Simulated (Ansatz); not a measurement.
Consider C9F (slab).

```yaml
crystal:
  lattice:
    - [7.39515, 0.00000, 0.00000]
    - [-3.69757, 6.40439, 0.00000]
    - [0.00000, 0.00000, 18.28211]
  atoms:
    - { symbol: C, position: [0.55556, 0.44444, 0.43759] }
    - { symbol: C, position: [0.55571, 0.77789, 0.43772] }
    - { symbol: C, position: [0.55571, 0.11118, 0.43773] }
    - { symbol: C, position: [0.88897, 0.44441, 0.43776] }
    - { symbol: C, position: [0.88899, 0.77787, 0.43771] }
    - { symbol: C, position: [0.88897, 0.11115, 0.43680] }
    - { symbol: C, position: [0.22222, 0.44432, 0.43729] }
    - { symbol: C, position: [0.22222, 0.77775, 0.43805] }
    - { symbol: C, position: [0.22221, 0.11125, 0.43725] }
    - { symbol: C, position: [0.44439, 0.22224, 0.43754] }
    - { symbol: C, position: [0.44439, 0.55550, 0.43757] }
    - { symbol: C, position: [0.44454, 0.88895, 0.43793] }
    - { symbol: C, position: [0.77788, 0.22214, 0.43736] }
    - { symbol: C, position: [0.77787, 0.55558, 0.43778] }
    - { symbol: C, position: [0.77790, 0.88908, 0.43731] }
    - { symbol: C, position: [0.11111, 0.22223, 0.43671] }
    - { symbol: C, position: [0.11110, 0.55547, 0.43785] }
    - { symbol: C, position: [0.11113, 0.88896, 0.43779] }
    - { symbol: F, position: [0.00178, 0.05059, 0.58894] }
    - { symbol: F, position: [0.00110, 0.27176, 0.59029] }
```

These are results of DFT PBE+D3(BJ), scalar-relativistic, plane waves, PAW (Ansatz 0.2.0), not measurements.

Question: What can the converged valence pseudo-density tell about the bonding?

Answer: C–C (1.42 Å): ρ at the midpoint is about 2 e/Å³.

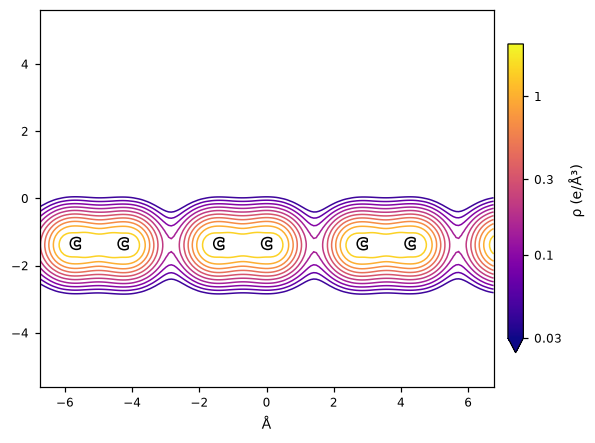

Computed valence pseudo-density on the (110) plane of the calculation cell, a cut from vacuum to vacuum. 
